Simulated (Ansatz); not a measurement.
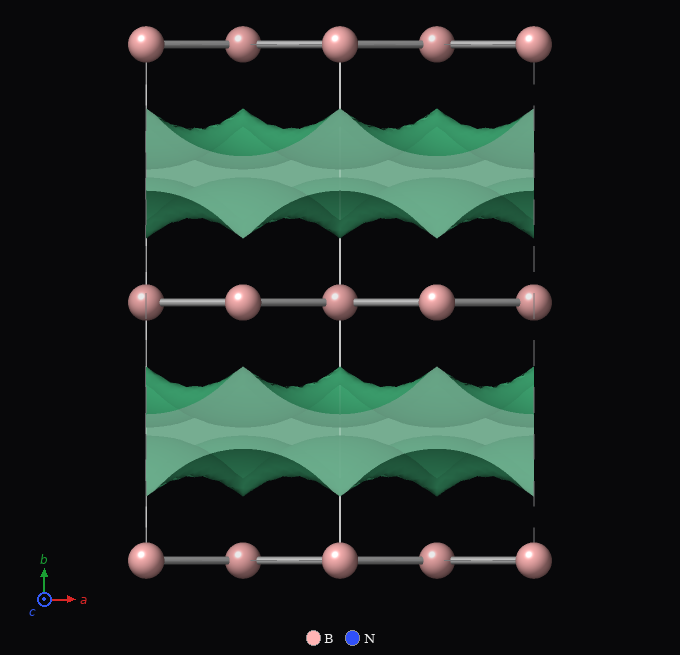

The green surface encloses the points that the centre of a probe sphere of radius 0.30 Å can occupy in BN (Fmm2), computed on a grid of about 0.10 Å (2×1×2 cells shown, view along the c axis; pale faces close the region where the box cuts it).

Atoms are hard spheres with Shannon crystal radii (six-coordinate where tabulated): B 0.41 Å, N 1.32 Å.

The cell is taken from the input geometry of an electronic-structure calculation (not necessarily at equilibrium).

```
B N
1.0
     2.50768    0.00000    0.00000
     0.00000    6.67896    0.00000
     0.00000    0.00000    4.33766
B N
4 4
Cartesian
  1.2538 0.0000 2.1693
  1.2538 3.3395 0.0005
  0.0000 0.0000 0.0005
  0.0000 3.3395 2.1693
  1.2538 0.0000 0.7226
  1.2538 3.3395 2.8915
  0.0000 0.0000 2.8915
  0.0000 3.3395 0.7226
```

Question: Describe the connectivity of the accessible space.

Answer: Where they connect, they form a two-dimensional network in layers parallel to (010).

Question: What share of the cell can the probe's centre reach?

Answer: About 22 % of the volume (16 Å³ of 72.7 Å³).

Question: Give the largest included and the largest free sphere.

Answer: The largest sphere that fits anywhere has a diameter of 1.53 Å; the largest that can travel through the crystal, about 1.4 Å.

Question: How does the connectivity change as the probe shrinks?

Answer: Below a radius of about 0.70 Å the space forms one-dimensional channels along [100]. Below a radius of about 0.59 Å the space forms a two-dimensional network in layers parallel to (010). Below a radius of about 0.13 Å the space forms a three-dimensional network. These are grid estimates, good to about 0.05 Å.
